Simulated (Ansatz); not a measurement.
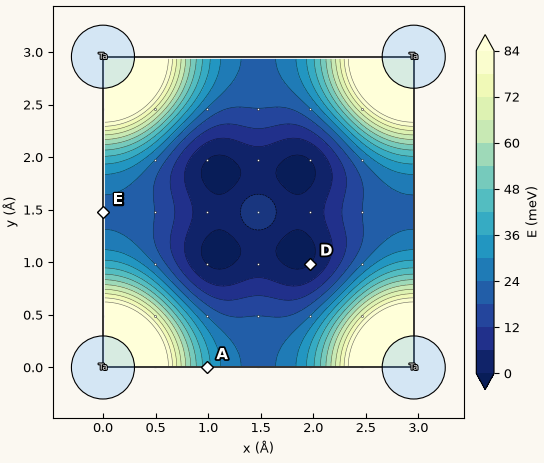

Si on a Ta(100) slab cut from the Fm-3m phase, its upper half relaxed before the scan (12 atoms of substrate and one adsorbate in a 2 × 2 cell). Si is moved over the surface cell at a fixed height above a rigid substrate; the origin of the map has the adsorbate above Ta9; the height is held at 2.50 Å. Places are given modulo a cell vector. The map is drawn in real space over the plane of the surface. The grid has 6 × 6 points; 10 points were computed and 26 follow by symmetry. Places are given in fractions of the 1 × 1 surface cell. All energies are given in meV relative to the lowest grid point. The runs have no spin polarisation, so an open-shell adsorbate far from the surface lies too high. At a fixed height the lowest place need not be the adsorption site. The calculation used Ansatz, DFT PBE+D3(BJ), scalar-relativistic, plane waves, PAW. Settings: cutoff 420 eV, k-mesh 5×5×1, gaussian smearing 0.1 eV, no spin polarisation.

In the figure: filled contours, dots at the grid points, labelled circles for the atoms of the top layer and small ones for the second layer, the outline of one cell of the plane, one colour for all values above the top of the scale, lettered points. Between grid points the surface is interpolated.

**What kind of point is each of D, E: minimum, saddle, maximum or slope?**

D: minimum; E: saddle point. (In these two coordinates alone; a stationary point may lie a little off the grid point.)

**Rank the lettered points by energy, lowest first.**

D (0 meV), E (23 meV), A (39 meV).

PAW datasets: the set soft_1.
